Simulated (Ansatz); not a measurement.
## Single-point calculation, with input and output: PbSe

- system: PbSe (Fmm2, 4 atoms in the cell)
- method: DFT PBE, scalar-relativistic, plane waves, PAW, no spin polarisation (Ansatz 0.2.0)

The structure derives from a Materials Project entry. Figures and captions count atoms from 1; the log counts them from 0 in places.

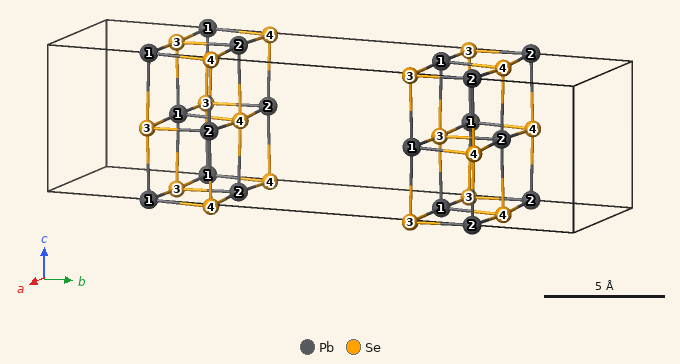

The structure (ball-and-stick view of the cell 4 times as large as that of the calculation, set on its symmetry axes, seen slightly off an axis; atoms are numbered from 1 in the order of the input).

**Input file**
```yaml
crystal:
  lattice:
    - [0.0, 12.000799, 3.125442]
    - [3.118151, 0.0, 3.125442]
    - [3.118151, 12.000799, 0.0]
  atoms:
    - { symbol: Pb, position: [0.19073, 0.805267, 0.194733] }
    - { symbol: Pb, position: [0.805267, 0.19073, 0.80927] }
    - { symbol: Se, position: [0.674423, 0.295581, 0.704419] }
    - { symbol: Se, position: [0.295581, 0.674423, 0.325577] }
basis:
  ecutwfc: 420
  fft_grid_basis: typed
kpoints:
  mp_grid: { grid: [8, 8, 8] }
hamiltonian:
  xc: pbe
scf:
  occupations: { method: gaussian, width: 0.05 }
output:
  forces: true
  stress: true
  eigenvalues: true
  bader: true
  write_density: true
  volumetric_format: npy
  elf: true
```

Hardware: 2 threads of Intel Xeon (Granite Rapids), 128 GiB of memory available, shared host.

Command:
```bash
ansatz run input.yaml --threads 2 --pin off --max-ram 5120MiB --backend cpu --events-out ev --progress --plain --runs-dir out
```

**What the program printed**
```
Engine: ansatz 0.2.0, x86_64-unknown-linux-gnu
Pseudopotentials: kind: paw
Pseudopotential: Pb, paw, valence charge 14, recommended cutoff 420 eV (normal), Pb.paw.azcp
Pseudopotential: Se, paw, valence charge 16, recommended cutoff 420 eV (normal), Se.paw.azcp
Functional definition: PBE
  parameter kappa = 0.804
  parameter beta = 0.06672455060314922
  exchange = pbe_x(kappa = kappa, mu = beta*pi^2/3)
  correlation = pbe_c(beta = beta)
Crystal: 4 atoms, lattice volume = 233.910 Å³
Basis set: ecut = 420 eV, 4609 PW (Γ), exchange–correlation on 180×60×180 points (8 copies of the dense FFT grid, shifted against one another)
Bands: 36, of which v1, the nominal top of the filled ones, is band 30 counted from 1 (29 counted from 0)
Symmetry: 4 space group operations
Space group: Fmm2 (ITA 42), of the structure as read, at distance tolerance 6.2e-5 Å
k-points: 95 of 512 (time reversal used)
Non-local potential: Pb, projectors of the file, l = 0: 2, l = 1: 2, l = 2: 2, l = 3: 2
Non-local potential: Se, projectors of the file, l = 0: 2, l = 1: 2, l = 2: 3, l = 3: 1
PAW form: soft (Blöchl's): semilocal exchange-correlation on the pseudo side does not see the compensation charge
PAW one-centre angular grid: Pb, 590 points (default); XC on 64 Gauss nodes
PAW one-centre angular grid: Se, 590 points (default); XC on 64 Gauss nodes
Initial density: superposition of atomic densities (neutral atoms: chi_scale 0, normalization atom), corrected by the library's trained network
Initial wavefunctions: pseudopotential atomic-orbital guess
Functional: x = pbe(κ = 0.804, μ = 0.2195149727645171), c = pbe(β = 0.06672455060314922)
SCF iter   1: F=—  HF=-34752.953998 eV  |F-HF|=—  |Δ(HF+E_count)|=         —  Δρ=1.16e-3  dr2=1.47e-2  ethr=1.77e-3  ⟨swp⟩=7.9  Hψ=15404  notcnv=0
preconditioner: auto → Resta (q_TF=auto, 2.175 Å⁻¹)  ε∞=2.2  [insulator: Δε(μ)=1.563 eV  Ē_g=14.148 eV  σ=0.050 eV  W_gap=1.00  n_scr=44 (ndim 8)  ℏωp=15.4 eV  f_vac=0.467  D(μ)=0.00/eV (n_scr^D=0)  ε∞_Penn≈2.2  vacuum switching on, ρ_ref=1.5e-2 e/Å³]
SCF iter   2: F=—  HF=-34752.949537 eV  |F-HF|=—  |Δ(HF+E_count)|=   4.46e-3  Δρ=6.21e-4  dr2=1.95e-3  ethr=2.45e-5  ⟨swp⟩=2.3  Hψ=6439  notcnv=0  defer=92
SCF iter   3: F=—  HF=-34752.949292 eV  |F-HF|=—  |Δ(HF+E_count)|=   2.45e-4  Δρ=2.06e-4  dr2=2.93e-4  ethr=3.25e-6  ⟨swp⟩=2.2  Hψ=6149  notcnv=0  defer=92
SCF iter   4: F=—  HF=-34752.949299 eV  |F-HF|=—  |Δ(HF+E_count)|=   7.00e-6  Δρ=8.27e-5  dr2=1.96e-5  ethr=4.88e-7  ⟨swp⟩=3.0  Hψ=6153  notcnv=0  defer=92
SCF iter   5: F=—  HF=-34752.949325 eV  |F-HF|=—  |Δ(HF+E_count)|=   2.62e-5  Δρ=2.87e-5  dr2=3.16e-6  ethr=3.27e-8  ⟨swp⟩=3.0  Hψ=6258  notcnv=0  defer=93
SCF iter   6: F=—  HF=-34752.949325 eV  |F-HF|=—  |Δ(HF+E_count)|=   2.13e-7  Δρ=9.66e-6  dr2=1.94e-7  ethr=5.26e-9  ⟨swp⟩=2.1  Hψ=6088  notcnv=0  defer=94
SCF iter   7: F=-34752.949326 eV  HF=-34752.949326 eV  |F-HF|=9.31e-10  |Δ(HF+E_count)|=   3.94e-7  Δρ=1.92e-6  dr2=7.83e-9  ethr=1.67e-10  ⟨swp⟩=10.1  Hψ=16286  notcnv=0
SCF 1 converged in 7 iterations: F = -34752.949326 eV  dr2 = 7.83e-9
  greatest PAW one-centre occupation: 1.000 electrons in one spin orbital (limit 2), on the Se atom at site 3 (counted from 0), in its partial waves of l = 2
```

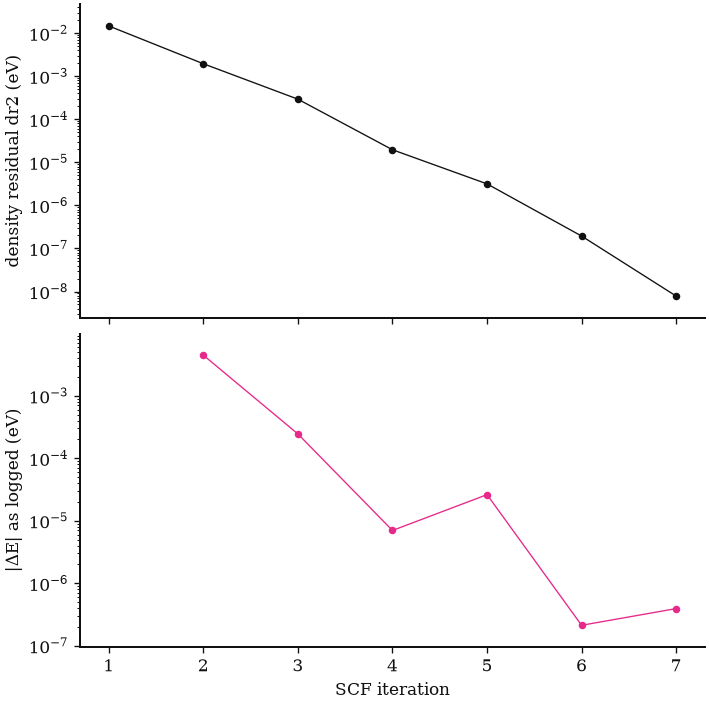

Convergence of the self-consistent field: density residual dr2 and size of the energy change against the SCF iteration. The residual falls at every step.

```
SCF converged after 7 iterations
Free energy (F): -34752.949326 eV
Harris-Foulkes:  -34752.949326 eV  (|F-HF|=9.31e-10)
Internal energy: -34752.949326 eV  (E = F + TS)
E sigma→0 (E₀):  -34752.949326 eV
Fermi energy:    2.560829 eV
--- Per-component energies (eV) ---
  E_band       = -1248.066803
  E_kinetic    = 810.319307
  E_local      = -17877.523225  (includes V_loc(G=0)·N_el)
  E_nonlocal   = -491.832778
  E_hartree    = 8498.594931
  E_xc         = -649.730890
  E_vxc        = -460.464471  (∫ρ·V_xc dr)
  E_paw        = -24630.394401  (= ΣΔE_a)
  E_vpaw       = -225.756570  (= ΣTr[D̂ρ^β])
  E_aug_tail   = -0.001034  (compensation charges beyond the density's cutoff)
  E_ewald      = -412.381236
  E_smearing   = -0.000000  (= −TS)
  E_closure    = -0.000000  (closes the sum)
  Σ components = -34752.949326   (vs F -34752.949326, Δ=0.00e0)
--- Forces (eV/Å), atoms counted from 1 ---
  atom   1  Pb    -0.00000000    -0.00680526    -0.01931138
  atom   2  Pb    -0.00000000     0.00680526    -0.01931138
  atom   3  Se     0.00000000     0.01774518     0.01931241
  atom   4  Se     0.00000000    -0.01774518     0.01931241
  max |Σ_I F_I| component: 2.07e-6 eV/Å
--- Stress (GPa, compression-positive) ---
       -0.014323       0.000000      -0.000000
        0.000000      -0.022652      -0.000000
       -0.000000      -0.000000      -0.031270
  P = ⅓ Tr σ = -0.0227 GPa (-0.227 kbar)
--- Band table (eV; the first three rows and the last of 95) ---
  k-point 0: bands = ["-44.7806", "-44.7805", "-44.7797", "-44.7797", "-44.7787", "-44.7787", "-44.7758", "-44.7758", "-44.7750", "-44.7749", "-14.6786", "-14.5910", "-14.5800", "-14.5748", "-14.5725", "-14.5716", "-14.5708", "-14.5528", "-14.5373", "-14.5372", "-10.8911", "-9.8297", "-5.2843", "-4.4866", "-1.0914", "-0.5705", "-0.5574", "0.4330", "0.4433", "1.2888", "3.9238", "5.6587", "6.2974", "6.6226", "6.6557", "6.7084"]
  k-point 1: bands = ["-44.7806", "-44.7805", "-44.7797", "-44.7797", "-44.7787", "-44.7787", "-44.7758", "-44.7758", "-44.7750", "-44.7749", "-14.6718", "-14.5879", "-14.5810", "-14.5759", "-14.5730", "-14.5722", "-14.5707", "-14.5530", "-14.5396", "-14.5369", "-10.8213", "-9.8143", "-5.4530", "-4.6834", "-1.0328", "-0.4467", "-0.3844", "0.5295", "0.6661", "1.2497", "3.9084", "5.7167", "5.7798", "6.1418", "6.2130", "6.7012"]
  k-point 2: bands = ["-44.7806", "-44.7805", "-44.7797", "-44.7797", "-44.7787", "-44.7787", "-44.7758", "-44.7758", "-44.7749", "-44.7749", "-14.6541", "-14.5862", "-14.5829", "-14.5811", "-14.5785", "-14.5679", "-14.5664", "-14.5518", "-14.5450", "-14.5373", "-10.6238", "-9.7969", "-5.8084", "-5.1552", "-0.8179", "-0.1054", "0.0530", "0.7687", "1.1059", "1.2047", "3.9245", "4.4471", "5.1414", "5.4443", "5.8848", "5.8985"]
  k-point 94: bands = ["-44.7805", "-44.7805", "-44.7797", "-44.7797", "-44.7787", "-44.7786", "-44.7758", "-44.7758", "-44.7749", "-44.7749", "-14.6667", "-14.6666", "-14.5846", "-14.5842", "-14.5654", "-14.5650", "-14.5407", "-14.5406", "-14.5384", "-14.5382", "-9.7196", "-9.7171", "-5.3582", "-5.3448", "-2.1597", "-2.1363", "-0.9116", "-0.9113", "0.3943", "0.4098", "5.4083", "5.4476", "6.8712", "6.8792", "7.2334", "7.2382"]
--- Bader charges: 4 sites ---
  site symbol  charge [e]  shift [e]
     0     Pb      0.8584     0.0000
     1     Pb      0.8583     0.0000
     2     Se     -0.8583     0.0000
     3     Se     -0.8583     0.0000
  estimated error of the sums over rays = 2.9e-4 e
```

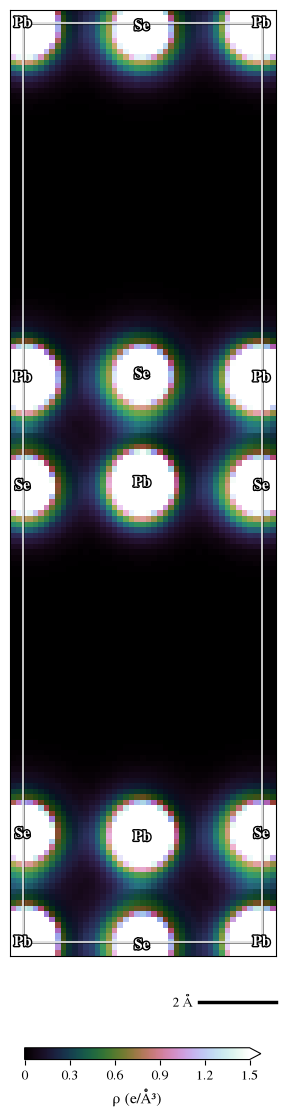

Valence electron density on the (001) plane of the conventional cell. The section cuts through Pb and Se sites. Pb–Se (2.83 Å): the density is about 0.33 e/Å³ at the midpoint. Pb–Se (3.12 Å): the density is about 0.2 e/Å³ at the midpoint. The density dies away to nearly zero in the voids. Core electrons are frozen (PAW), so the fields are smoothed inside the atomic spheres.

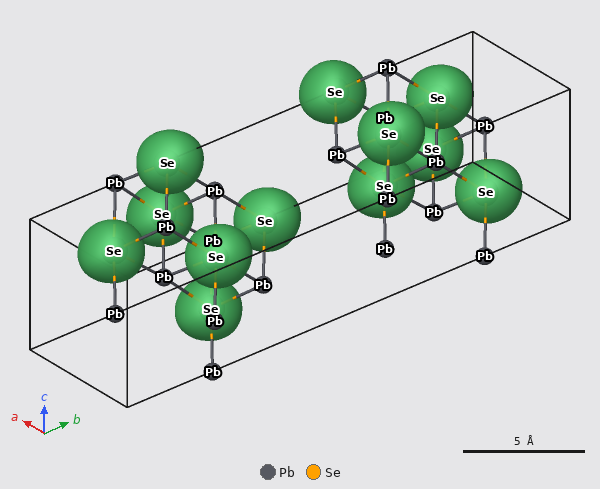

Isosurface of the ELF at 0.65 (green), seen at an oblique angle. Only the valence region is drawn (cores and ρ < 0.01 e/Å³ removed). Sticks mark near contacts. The outline is the cell set on symmetry axes. Along the contacts the grid gives the following. Pb–Se (2.83 Å): the ELF peaks at about 0.80 in the valence shell of Se, 0.8 Å from its nucleus, and drops to about 0.25 between the two atoms. Pb–Se (3.05 Å): the ELF peaks at about 0.80 in the valence shell of Se, 0.8 Å from its nucleus, and drops to about 0.25 between the two atoms.

**Key numbers**

| quantity | value |
| --- | --- |
| outcome | converged |
| space group (tolerance 0.01 Å) | Fmm2 (42) |
| electrons treated | 60 |
| free energy | −34752.9493 eV |
| Fermi energy | 2.561 eV |
| gap on the k-point mesh | 1.55 eV |
| pressure | −0.02 GPa |
| largest force (length of the vector) | 0.026 eV/Å |
| wall time | 31 s (CPU time 61 s) |
| peak memory | 0.94 GiB |

**Notes**

Spin–orbit coupling is left out, which matters for Pb.
